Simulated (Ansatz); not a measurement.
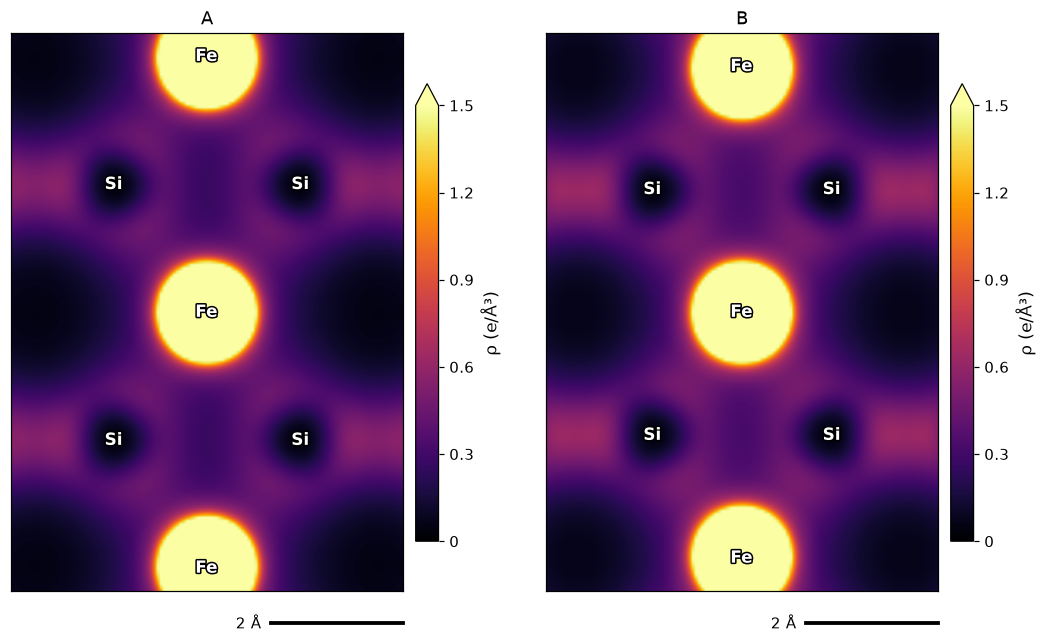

FeSi2. The valence electron density of two cells that differ in size, on the (11̄0) plane of each (indices in the axes of the calculation cell), at one length scale and on one colour scale: A has 13.1 Å³ an atom and B 11.6.

These are results of Ansatz, Kohn-Sham DFT of a periodic cell, LDA, Ansatz PAW, not measurements.

The larger cell:

```
CELL_PARAMETERS angstrom
2.73664 0.00000 0.00000
0.00000 2.73664 0.00000
0.00000 0.00000 5.22857
ATOMIC_POSITIONS crystal
Fe 0.00000 0.00000 0.00000
Si 0.50000 0.50000 0.73000
Si 0.50000 0.50000 0.27000
```

The smaller cell: a = 2.629 Å, b = 2.629 Å, c = 5.023 Å, α = 90.00°, β = 90.00°, γ = 90.00°.

**What does the compression do to the bonding and the properties?**

From the larger cell to the smaller, Fe–Si goes from 2.40 to 2.30 Å, and the density at its midpoint from 0.43 to 0.5 e/Å³; the pressure goes from −15 to 7 GPa.
